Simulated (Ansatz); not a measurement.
Single-point calculation, with input and output: CaF2 (part 2 of 2)

Continued. System: CaF2 (slab, 36 atoms in the cell). Method: DFT PBE, scalar-relativistic, plane waves, PAW, no spin polarisation (Ansatz 0.2.0); cutoff 420 eV, 2×2×1 k-mesh, Gaussian smearing of 0.05 eV. The structure derives from an entry of the Crystallography Open Database. It belongs to a series of runs on one base structure; here: the slab at its places in the relaxed adsorbed structure.

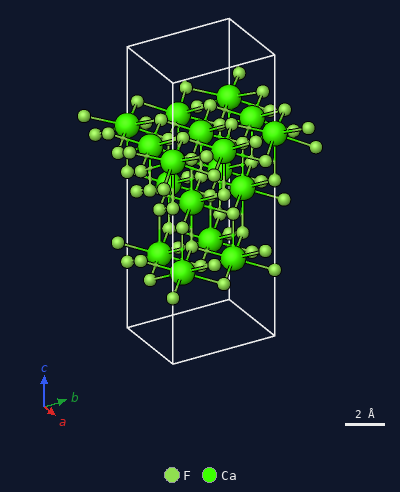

*The structure as given in the input (ball-and-stick view of the cell of the calculation, with the vacuum cut short, seen slightly off an axis; bonded neighbours outside the cell are drawn too). An atom can appear more than once, as a periodic image.*

## Output, continued
```
--- Forces (eV/Å), atoms counted from 1 ---
  atom   1  F      0.00825630    -0.00513719    -0.06771333
  atom   2  F     -0.00047780     0.00962872    -0.06774643
  atom   3  F     -0.00825909    -0.00458629    -0.06783487
  atom   4  F      0.00047853     0.00009753    -0.06837310
  atom   5  Ca    -0.01680621    -0.00959895     0.08113607
  atom   6  Ca     0.00003503    -0.00010509     0.14158385
  atom   7  Ca     0.01696422    -0.00997096     0.08647807
  atom   8  Ca    -0.00029595     0.01975987     0.08489253
  atom   9  F     -0.00160042    -0.00013483     0.01186604
  atom  10  F      0.01481309     0.00819801     0.05229291
  atom  11  F      0.00167336    -0.01811406     0.05171387
  atom  12  F     -0.01537800     0.01037053     0.05253868
  atom  13  F      0.00351312    -0.00708263    -0.07072503
  atom  14  F     -0.00742817     0.00747078    -0.07028946
  atom  15  F     -0.00560758     0.00082259    -0.09488842
  atom  16  F      0.00423682     0.00214182    -0.06597760
  atom  17  Ca    -0.00113197    -0.00640356     0.01846777
  atom  18  Ca    -0.02223795    -0.00825232    -0.00516167
  atom  19  Ca     0.00023061     0.02144191    -0.00244449
  atom  20  Ca     0.02306137    -0.00829629     0.00339164
  atom  21  F      0.00258827     0.00168970    -0.02037477
  atom  22  F     -0.00205904    -0.00232232     0.08221225
  atom  23  F     -0.00250636     0.00057578    -0.01703113
  atom  24  F      0.00156650    -0.00239834    -0.01112365
  atom  25  F     -0.07411882     0.04370830    -0.00753277
  atom  26  F     -0.00632448    -0.08462315    -0.00972604
  atom  27  F      0.07523254     0.05283764     0.00950516
  atom  28  F      0.00947113    -0.00835990    -0.00450483
  atom  29  Ca     0.03667094     0.03912355     0.19092954
  atom  30  Ca     0.06940331     0.01792843    -0.45732434
  atom  31  Ca    -0.04960645    -0.00700042     0.16720490
  atom  32  Ca    -0.04278491    -0.04597551     0.13788895
  atom  33  F      0.02700691     0.03025425    -0.16174562
  atom  34  F     -0.26102907    -0.15832100     0.00108666
  atom  35  F     -0.03497821     0.31631700     0.03553778
  atom  36  F      0.25742786    -0.19568264     0.06162189
  max |Σ_I F_I| component: 1.69e-4 eV/Å
--- Band table (eV) ---
  k-point 0: bands = ["-41.1580", "-40.7930", "-40.7782", "-40.7769", "-40.7548", "-40.6222", "-40.5984", "-40.5712", "-40.5584", "-40.5446", "-40.5407", "-40.5278", "-24.5591", "-24.5472", "-24.4978", "-24.3666", "-24.3587", "-24.2952", "-24.2927", "-24.2873", "-24.2721", "-24.2636", "-24.2151", "-24.0239", "-24.0090", "-23.9110", "-23.8240", "-23.6895", "-23.4955", "-23.4915", "-23.4847", "-23.4647", "-23.4329", "-23.3767", "-23.3571", "-23.1383", "-22.1364", "-21.9988", "-21.9925", "-21.8138",
      "-21.8122", "-21.7831", "-21.7609", "-21.7552", "-21.7543", "-21.7100", "-21.7097", "-21.6257", "-21.6174", "-21.6070", "-21.6010", "-21.5772", "-21.5734", "-21.5717", "-21.5599", "-21.5448", "-21.5280", "-21.5260", "-21.5042", "-21.5030", "-21.4815", "-21.4501", "-21.1698", "-21.1516", "-21.1440", "-21.1437", "-21.1118", "-21.0981", "-21.0499", "-20.9858", "-20.9823", "-20.9483", "-6.8186", "-6.8108", "-6.8096", "-6.3235", "-6.3235", "-6.2683", "-6.2484", "-6.2404",
      "-6.2396", "-6.0682", "-6.0643", "-6.0283", "-6.0067", "-5.9991", "-5.9978", "-5.9608", "-5.9546", "-5.9534", "-5.9336", "-5.9318", "-5.9140", "-5.9064", "-5.9016", "-5.8442", "-5.7717", "-5.7701", "-5.7360", "-5.7022", "-5.6991", "-5.5028", "-5.4285", "-5.4254", "-5.4211", "-5.1961", "-5.1828", "-5.1805", "-5.1019", "-5.0987", "-5.0940", "-5.0707", "-5.0140", "-5.0113", "-5.0051", "-4.9920", "-4.9905", "-4.9182", "-4.9133", "-4.8979",
      "-4.8758", "-4.8217", "-4.8188", "-4.7912", "-4.7218", "-4.7161", "-4.7033", "-4.6551", "-4.6301", "-4.6292", "-4.6085", "-4.6043", "-4.5913", "-4.5796", "-4.5782", "-4.5394", "-4.4584", "-4.4519", "-4.4024", "-4.3941", "-4.3687", "-4.3217", "-4.3063", "-4.2048", "2.2477", "2.4422", "3.5167", "3.6891", "3.6944", "3.7189", "3.8140", "3.8629", "3.8727", "3.9619", "4.0362", "4.1502", "4.2579", "4.2630", "4.4364", "4.4887",
      "4.4891", "4.5574", "4.5578", "4.5718", "4.6079", "4.6128", "4.6854", "4.7059", "4.7326", "4.7563", "4.7855", "4.7880", "4.8567", "4.8668", "4.8689", "4.9608", "4.9663", "5.0280", "5.0401", "5.0511"]
  k-point 1: bands = ["-41.1579", "-40.7870", "-40.7826", "-40.7776", "-40.7557", "-40.6206", "-40.5997", "-40.5712", "-40.5529", "-40.5484", "-40.5417", "-40.5289", "-24.4639", "-24.4519", "-24.4399", "-24.3794", "-24.3707", "-24.3344", "-24.3262", "-24.3057", "-24.1692", "-24.1549", "-24.1108", "-24.0563", "-24.0550", "-24.0205", "-23.8584", "-23.8347", "-23.5940", "-23.5925", "-23.5662", "-23.4988", "-23.4332", "-23.4249", "-23.3894", "-23.1747", "-22.1300", "-21.9708", "-21.9106", "-21.8191",
      "-21.8045", "-21.7403", "-21.7318", "-21.7272", "-21.7165", "-21.6471", "-21.6392", "-21.6336", "-21.6042", "-21.5646", "-21.5617", "-21.5534", "-21.5386", "-21.4991", "-21.4715", "-21.4465", "-21.4383", "-21.4025", "-21.3716", "-21.3505", "-21.3331", "-21.3201", "-21.3058", "-21.2906", "-21.2662", "-21.2496", "-21.1934", "-21.1886", "-21.1575", "-21.1560", "-21.1320", "-21.0743", "-6.5176", "-6.4886", "-6.4502", "-6.4414", "-6.4303", "-6.3981", "-6.2797", "-6.2446",
      "-6.2121", "-6.1974", "-6.1899", "-6.1879", "-6.1138", "-6.0844", "-6.0369", "-6.0336", "-6.0055", "-5.9807", "-5.9163", "-5.8955", "-5.8803", "-5.8695", "-5.8155", "-5.7841", "-5.6957", "-5.6816", "-5.6744", "-5.6341", "-5.5343", "-5.5179", "-5.5154", "-5.4899", "-5.3958", "-5.3931", "-5.3850", "-5.3364", "-5.1829", "-5.1339", "-5.0950", "-5.0935", "-5.0794", "-5.0763", "-5.0255", "-5.0063", "-4.9966", "-4.9765", "-4.9581", "-4.9178",
      "-4.7522", "-4.7158", "-4.7062", "-4.6947", "-4.6827", "-4.6708", "-4.6572", "-4.6511", "-4.6453", "-4.6287", "-4.6141", "-4.6089", "-4.5835", "-4.5710", "-4.5070", "-4.4960", "-4.4806", "-4.4555", "-4.4376", "-4.4151", "-4.4071", "-4.3874", "-4.3411", "-4.2206", "3.0760", "3.1288", "3.1542", "3.3501", "3.8780", "3.9385", "3.9534", "4.0018", "4.0476", "4.0587", "4.0855", "4.1081", "4.1128", "4.1838", "4.2089", "4.2218",
      "4.4519", "4.4993", "4.5048", "4.5354", "4.5464", "4.5888", "4.6426", "4.6480", "4.7098", "4.7289", "4.8025", "4.8070", "4.8393", "4.8736", "4.8873", "4.8901", "4.9719", "5.0073", "5.0336", "5.0750"]
  k-point 2: bands = ["-41.1579", "-40.7861", "-40.7841", "-40.7770", "-40.7557", "-40.6216", "-40.5979", "-40.5722", "-40.5534", "-40.5454", "-40.5443", "-40.5286", "-24.4701", "-24.4470", "-24.4353", "-24.3822", "-24.3759", "-24.3270", "-24.3219", "-24.3144", "-24.1625", "-24.1612", "-24.0996", "-24.0647", "-24.0568", "-24.0216", "-23.8569", "-23.8343", "-23.5939", "-23.5932", "-23.5817", "-23.4584", "-23.4359", "-23.4246", "-23.4128", "-23.1735", "-22.1291", "-21.9622", "-21.9143", "-21.8181",
      "-21.8058", "-21.7395", "-21.7309", "-21.7280", "-21.7169", "-21.6607", "-21.6426", "-21.6303", "-21.5887", "-21.5796", "-21.5630", "-21.5558", "-21.5448", "-21.5004", "-21.4694", "-21.4457", "-21.4405", "-21.4116", "-21.3672", "-21.3416", "-21.3289", "-21.3236", "-21.2959", "-21.2779", "-21.2697", "-21.2498", "-21.1841", "-21.1805", "-21.1572", "-21.1560", "-21.1391", "-21.0907", "-6.5171", "-6.4900", "-6.4518", "-6.4404", "-6.4256", "-6.4026", "-6.2739", "-6.2505",
      "-6.2111", "-6.1955", "-6.1912", "-6.1884", "-6.1079", "-6.0897", "-6.0402", "-6.0319", "-6.0070", "-5.9785", "-5.9164", "-5.8961", "-5.8811", "-5.8692", "-5.8091", "-5.7900", "-5.7006", "-5.6753", "-5.6736", "-5.6362", "-5.5393", "-5.5185", "-5.5120", "-5.4879", "-5.3961", "-5.3917", "-5.3811", "-5.3405", "-5.1793", "-5.1346", "-5.0980", "-5.0948", "-5.0800", "-5.0772", "-5.0242", "-5.0101", "-4.9931", "-4.9720", "-4.9561", "-4.9232",
      "-4.7520", "-4.7151", "-4.7042", "-4.6919", "-4.6834", "-4.6772", "-4.6540", "-4.6506", "-4.6420", "-4.6290", "-4.6119", "-4.6108", "-4.5847", "-4.5728", "-4.5091", "-4.4954", "-4.4727", "-4.4625", "-4.4449", "-4.4120", "-4.4001", "-4.3831", "-4.3503", "-4.2191", "3.0862", "3.1284", "3.1584", "3.3265", "3.8880", "3.9361", "3.9580", "4.0043", "4.0455", "4.0645", "4.0849", "4.1076", "4.1119", "4.1772", "4.2108", "4.2232",
      "4.4492", "4.4999", "4.5044", "4.5278", "4.5429", "4.5863", "4.6416", "4.6536", "4.7095", "4.7265", "4.8099", "4.8199", "4.8355", "4.8776", "4.8778", "4.8894", "4.9834", "5.0037", "5.0342", "5.0839"]
  k-point 3: bands = ["-41.1579", "-40.7872", "-40.7820", "-40.7780", "-40.7557", "-40.6211", "-40.5988", "-40.5716", "-40.5517", "-40.5502", "-40.5409", "-40.5290", "-24.4638", "-24.4523", "-24.4392", "-24.3798", "-24.3708", "-24.3346", "-24.3282", "-24.3041", "-24.1700", "-24.1541", "-24.1104", "-24.0566", "-24.0536", "-24.0213", "-23.8568", "-23.8367", "-23.5941", "-23.5923", "-23.5394", "-23.5333", "-23.4330", "-23.4249", "-23.3796", "-23.1765", "-22.1296", "-21.9681", "-21.9113", "-21.8195",
      "-21.8040", "-21.7406", "-21.7321", "-21.7269", "-21.7162", "-21.6542", "-21.6424", "-21.6312", "-21.5943", "-21.5716", "-21.5623", "-21.5521", "-21.5445", "-21.4988", "-21.4715", "-21.4463", "-21.4396", "-21.4070", "-21.3715", "-21.3412", "-21.3358", "-21.3206", "-21.3024", "-21.2840", "-21.2694", "-21.2496", "-21.1883", "-21.1846", "-21.1584", "-21.1539", "-21.1353", "-21.0815", "-6.5161", "-6.4897", "-6.4496", "-6.4423", "-6.4305", "-6.3988", "-6.2791", "-6.2456",
      "-6.2110", "-6.1985", "-6.1893", "-6.1878", "-6.1139", "-6.0843", "-6.0362", "-6.0347", "-6.0031", "-5.9829", "-5.9157", "-5.8962", "-5.8816", "-5.8681", "-5.8144", "-5.7845", "-5.6925", "-5.6843", "-5.6746", "-5.6369", "-5.5320", "-5.5185", "-5.5157", "-5.4895", "-5.3954", "-5.3933", "-5.3828", "-5.3391", "-5.1794", "-5.1320", "-5.0959", "-5.0931", "-5.0834", "-5.0810", "-5.0229", "-5.0031", "-4.9945", "-4.9775", "-4.9584", "-4.9191",
      "-4.7481", "-4.7184", "-4.7132", "-4.6918", "-4.6781", "-4.6679", "-4.6578", "-4.6537", "-4.6490", "-4.6301", "-4.6155", "-4.6083", "-4.5782", "-4.5734", "-4.5065", "-4.4960", "-4.4746", "-4.4555", "-4.4375", "-4.4249", "-4.4070", "-4.3885", "-4.3357", "-4.2213", "3.0782", "3.1286", "3.1549", "3.3453", "3.8799", "3.9399", "3.9551", "4.0022", "4.0470", "4.0592", "4.0850", "4.1074", "4.1127", "4.1799", "4.2136", "4.2167",
      "4.4521", "4.4995", "4.5046", "4.5326", "4.5451", "4.5858", "4.6441", "4.6511", "4.7092", "4.7284", "4.8035", "4.8160", "4.8385", "4.8752", "4.8822", "4.8896", "4.9779", "5.0049", "5.0353", "5.0778"]
```

## Results in brief

- outcome: converged
- electrons treated: 288
- free energy: −41275.1965 eV
- work function, top face: 4.74 eV
- work function, bottom face: 4.59 eV
- Fermi energy: −0.979 eV
- gap on the k-point mesh: 6.45 eV
- work function (upper face): 4.74 eV
- largest force (length of the vector): 0.463 eV/Å
- hardware: 4 threads of Arm Neoverse V2, 24 GiB of memory available, shared host
- wall time: 24 s (CPU time 89 s)
- peak memory: 4.5 GiB
